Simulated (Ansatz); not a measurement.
# Two runs on SiC

System: SiC (P6₃/mmc, 4 atoms in the cell).
Method of run 1: DFT, PBE, plane waves, PAW, no spin polarisation (Ansatz 0.2.0).

The structure was built on a prototype by a generator. The geometry comes from this level: r2SCAN. Text and figures count atoms from 1; the logs count them from 0 in places.

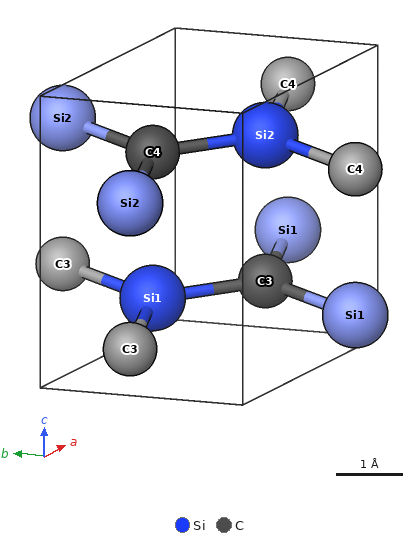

Fig. 1: The structure (ball-and-stick view of the cell of the calculation, seen at an oblique angle; neighbours outside the cell are drawn fainter; atoms are numbered from 1 in the order of the input). Near neighbours in the crystal (not all of them lie inside the picture): Si has 3 C at 1.81 Å; C has 3 Si at 1.81 Å.

**The input, run 1**
```yaml
crystal:
  lattice:
    - [3.13733453, 0.0, 0.0]
    - [-1.568667265, 2.7170114032, 0.0]
    - [0.0, 0.0, 4.9327234312]
  atoms:
    - { symbol: Si, position: [0.3333333333, 0.6666666667, 0.25] }
    - { symbol: Si, position: [0.6666666667, 0.3333333333, 0.75] }
    - { symbol: C, position: [0.6666666667, 0.3333333333, 0.25] }
    - { symbol: C, position: [0.3333333333, 0.6666666667, 0.75] }
kpoints:
  mp_grid: { grid: [12, 12, 6] }
  band_path:
    path:
      - [0.0, 0.0, 0.0]
      - [0.5, 0.0, 0.0]
      - [0.3333333333, 0.3333333333, 0.0]
      - [0.0, 0.0, 0.5]
      - [0.5, 0.0, 0.5]
      - [0.3333333333, 0.3333333333, 0.5]
    npoints: 1
hamiltonian:
  xc: pbe
scf:
  occupations: { method: fermi_dirac, width: 0.02 }
  n_extra_bands: 5
output:
  forces: true
  stress: true
  eigenvalues: true
```

Command:
```bash
ansatz run input.yaml --threads 2 --pin off --max-ram 2764MiB --backend cpu --events-out ev --progress --plain --runs-dir out
```

Hardware: 2 threads of Arm Neoverse V1, 24 GiB of memory available, shared host.

**Output, shortened to warnings, some set-up lines, iterations and results (run 1)**
```
Basis set: ecut = 420 eV, 833 PW (Γ), exchange–correlation on 48×48×72 points (8 copies of the dense FFT grid, shifted against one another)
Symmetry: 24 space group operations
k-points: 76 of 864
Initial density: superposition of atomic densities (neutral atoms: chi_scale 0, normalization atom), corrected by the library's trained network
[...]
SCF iter   1: F=—  HF=-1772.497207 eV  |F-HF|=—  |Δ(HF+E_count)|=         —  Δρ=4.14e-3  dr2=6.94e-3  ethr=1.77e-3  ⟨swp⟩=6.0  Hψ=6894  notcnv=0
SCF iter   2: F=—  HF=-1772.496353 eV  |F-HF|=—  |Δ(HF+E_count)|=   8.54e-4  Δρ=1.38e-3  dr2=5.77e-4  ethr=4.34e-5  ⟨swp⟩=2.7  Hψ=2431  notcnv=0  defer=71
SCF iter   3: F=—  HF=-1772.496510 eV  |F-HF|=—  |Δ(HF+E_count)|=   1.57e-4  Δρ=3.05e-4  dr2=1.61e-5  ethr=3.61e-6  ⟨swp⟩=2.6  Hψ=1546  notcnv=0  defer=71
SCF iter   4: F=—  HF=-1772.496579 eV  |F-HF|=—  |Δ(HF+E_count)|=   6.92e-5  Δρ=2.15e-5  dr2=1.22e-7  ethr=1.00e-7  ⟨swp⟩=2.2  Hψ=1475  notcnv=0  defer=71
SCF iter   5: F=-1772.496579 eV  HF=-1772.496579 eV  |F-HF|=6.33e-9  |Δ(HF+E_count)|=   1.75e-7  Δρ=4.55e-6  dr2=4.19e-9  ethr=7.65e-10  ⟨swp⟩=2.1  Hψ=1519  notcnv=0  defer=71
SCF iter   6: F=-1772.496579 eV  HF=-1772.496579 eV  |F-HF|=2.25e-11  |Δ(HF+E_count)|=   7.35e-9  Δρ=2.50e-7  dr2=1.82e-11  ethr=2.62e-11  ⟨swp⟩=4.7  Hψ=4295  notcnv=0
SCF 1 converged in 6 iterations: F = -1772.496579 eV  dr2 = 1.82e-11
NSCF: frozen V_eff on 6 k-points
SCF converged after 6 iterations
Free energy (F): -1772.496579 eV
Harris-Foulkes:  -1772.496579 eV  (|F-HF|=2.25e-11)
Internal energy: -1772.496343 eV  (E = F + TS)
E sigma→0 (E₀):  -1772.496461 eV
Entropy (-TS):   -0.000236 eV (-0.059 meV/atom)
Fermi energy:    11.580315 eV
--- Per-component energies (eV) ---
  E_band       = 55.268671
  E_kinetic    = 271.242621
  E_local      = -216.121160  (includes V_loc(G=0)·N_el)
  E_nonlocal   = 103.371442
  E_hartree    = 66.614792
  E_xc         = -210.624090
  E_vxc        = -218.227624  (∫ρ·V_xc dr)
  E_paw        = -1223.922690  (= ΣΔE_a)
  E_vpaw       = -18.226201  (= ΣTr[D̂ρ^β])
  E_aug_tail   = 0.000025  (compensation charges beyond the density's cutoff)
  E_ewald      = -563.057283
  E_smearing   = -0.000236  (= −TS)
  E_closure    = 0.000000  (closes the sum)
  Σ components = -1772.496579   (vs F -1772.496579, Δ=0.00e0)
--- Forces (eV/Å), atoms counted from 1 ---
  atom   1  Si     0.00000000     0.00000000    -0.00000000
  atom   2  Si     0.00000000    -0.00000000     0.00000000
  atom   3  C     -0.00000000    -0.00000000    -0.00000000
  atom   4  C     -0.00000000     0.00000000     0.00000000
  max |Σ_I F_I| component: 1.34e-16 eV/Å
--- Stress (GPa, compression-positive) ---
        5.283242       0.000000       0.000000
        0.000000       5.283242      -0.000000
        0.000000      -0.000000       0.966332
  P = ⅓ Tr σ = 3.8443 GPa (38.443 kbar)
```

The input of run 2 differs as follows (lines with − go, lines with + come):
```diff
-  mp_grid: { grid: [12, 12, 6] }
+  mp_grid: { grid: [6, 6, 2] }
+basis:
+  ecutwfc: 260
```

Predict how the results change.

The free energy of run 2 is 212.0 meV per atom higher, the joint effect of these numerical settings, which can't be told apart here. The pressure goes from 3.84 to 6.13 GPa. The number of SCF iterations is the same. The irreducible k-points go from 76 to 14. The plane waves at Γ go from 833 to 391.

**Output, shortened to warnings, some set-up lines, iterations and results (run 2)**
```
Warning: basis.ecutwfc = 260 eV is below the records' recommended 420 eV, and the density's cutoff is lower with it unless basis.ecutrho_ratio is high enough to keep the records' density cutoff: compare with a run at a higher cutoff
Basis set: ecut = 260 eV, 391 PW (Γ), exchange–correlation on 36×36×54 points (8 copies of the dense FFT grid, shifted against one another)
Symmetry: 24 space group operations
k-points: 14 of 72
Initial density: superposition of atomic densities (neutral atoms: chi_scale 0, normalization atom), corrected by the library's trained network
[...]
SCF iter   1: F=—  HF=-1771.640461 eV  |F-HF|=—  |Δ(HF+E_count)|=         —  Δρ=1.39e-2  dr2=2.34e-2  ethr=1.77e-3  ⟨swp⟩=5.9  Hψ=1218  notcnv=0
SCF iter   2: F=—  HF=-1771.645255 eV  |F-HF|=—  |Δ(HF+E_count)|=   4.79e-3  Δρ=6.39e-3  dr2=3.53e-3  ethr=1.46e-4  ⟨swp⟩=2.8  Hψ=418  notcnv=0  defer=12
SCF iter   3: F=—  HF=-1771.648245 eV  |F-HF|=—  |Δ(HF+E_count)|=   2.99e-3  Δρ=9.89e-4  dr2=7.14e-5  ethr=2.21e-5  ⟨swp⟩=3.0  Hψ=337  notcnv=0  defer=13
SCF iter   4: F=—  HF=-1771.648698 eV  |F-HF|=—  |Δ(HF+E_count)|=   4.53e-4  Δρ=9.50e-5  dr2=1.11e-6  ethr=4.47e-7  ⟨swp⟩=2.0  Hψ=281  notcnv=0  defer=13
SCF iter   5: F=-1771.648700 eV  HF=-1771.648700 eV  |F-HF|=2.07e-9  |Δ(HF+E_count)|=   1.55e-6  Δρ=6.31e-6  dr2=1.57e-8  ethr=6.97e-9  ⟨swp⟩=2.4  Hψ=279  notcnv=0  defer=13
SCF iter   6: F=-1771.648700 eV  HF=-1771.648700 eV  |F-HF|=5.53e-11  |Δ(HF+E_count)|=   3.50e-9  Δρ=7.07e-7  dr2=1.71e-10  ethr=9.79e-11  ⟨swp⟩=5.4  Hψ=842  notcnv=0
SCF 1 converged in 6 iterations: F = -1771.648700 eV  dr2 = 1.71e-10
NSCF: frozen V_eff on 6 k-points
SCF converged after 6 iterations
Free energy (F): -1771.648700 eV
Harris-Foulkes:  -1771.648700 eV  (|F-HF|=5.53e-11)
Internal energy: -1771.647638 eV  (E = F + TS)
E sigma→0 (E₀):  -1771.648169 eV
Entropy (-TS):   -0.001062 eV (-0.265 meV/atom)
Fermi energy:    11.522786 eV
--- Per-component energies (eV) ---
  E_band       = 55.259695
  E_kinetic    = 272.157864
  E_local      = -212.761129  (includes V_loc(G=0)·N_el)
  E_nonlocal   = 100.415338
  E_hartree    = 65.786236
  E_xc         = -211.359866
  E_vxc        = -219.178841  (∫ρ·V_xc dr)
  E_paw        = -1222.829222  (= ΣΔE_a)
  E_vpaw       = -16.946546  (= ΣTr[D̂ρ^β])
  E_aug_tail   = 0.000423  (compensation charges beyond the density's cutoff)
  E_ewald      = -563.057283
  E_smearing   = -0.001062  (= −TS)
  E_closure    = 0.000000  (closes the sum)
  Σ components = -1771.648700   (vs F -1771.648700, Δ=0.00e0)
--- Forces (eV/Å), atoms counted from 1 ---
  atom   1  Si     0.00000000     0.00000000    -0.00000000
  atom   2  Si     0.00000000    -0.00000000     0.00000000
  atom   3  C     -0.00000000     0.00000000     0.00000000
  atom   4  C     -0.00000000     0.00000000    -0.00000000
  max |Σ_I F_I| component: 9.25e-18 eV/Å
--- Stress (GPa, compression-positive) ---
        8.362320      -0.000000       0.000000
        0.000000       8.362320      -0.000000
        0.000000      -0.000000       1.666493
  P = ⅓ Tr σ = 6.1304 GPa (61.304 kbar)
```

**The two runs side by side**

```tsv
quantity	run 1	run 2
outcome	converged	converged
free energy per atom (eV)	−443.1241	−442.9122
gap on the mesh (eV)	0.00	0.00
pressure (GPa)	3.84	6.13
largest force (eV/Å)	0.000	0.000
SCF iterations	6	6
irreducible k-points	76	14
plane waves at Γ	833	391
```

For run 2: Warnings: the cutoff is below the recommended one. The k-point mesh is coarse for a cell of this size, so the results may not be converged.
